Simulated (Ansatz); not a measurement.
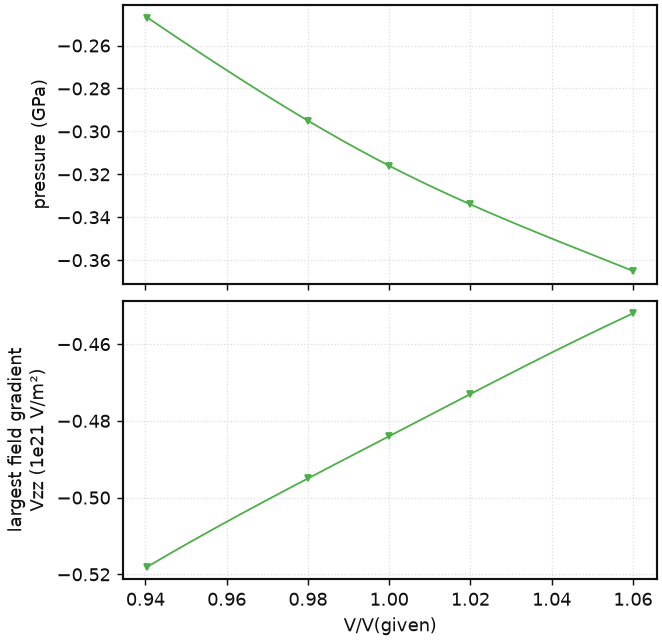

The picture above shows the pressure and largest field gradient Vzz against V/V(given) for Cs, space group I4_1/amd (No. 141).

Starting cell:
```yaml
crystal:
  lattice:
    - [-2.55385, 2.55385, 9.59607]
    - [2.55385, -2.55385, 9.59607]
    - [2.55385, 2.55385, -9.59607]
  atoms:
    - { symbol: Cs, position: [0.25000, 0.75000, 0.50000] }
    - { symbol: Cs, position: [0.50000, 0.50000, 0.00000] }
```

How it was computed, with Ansatz 0.2.0: periodic Kohn-Sham DFT of a crystal at fixed atoms, scaled to the stated factor times the given cell; pressure positive in compression. Level: LDA.

- method: frozen-core PAW
- relativity: scalar
- k mesh: 9×9×9
- occupations: Fermi–Dirac
- smearing width: 0.03 eV
- wave cutoff: 420 eV
- PAW set: soft_2

V(given) is 125.17 Å³/atom.

Q: How does the pressure vary with V/V(given)?

A: It falls from −0.247 GPa at V/V(given) 0.941 to −0.365 GPa at 1.060.

Q: Read off the course of the largest field gradient Vzz.

A: It rises from −0.518 1e21 V/m² at V/V(given) 0.941 to −0.452 1e21 V/m² at 1.060.

Limits of the calculation: PAW files made with PBE; field gradient without spin-orbit coupling on heavy atoms; no gap: field gradients move with the k mesh; no spin-orbit coupling on heavy atoms; the volumes run don't bracket the minimum of the energy, so any equilibrium value is extrapolated; shape and atomic fractions are frozen while scaling, which makes layered, chain and framework solids too stiff.
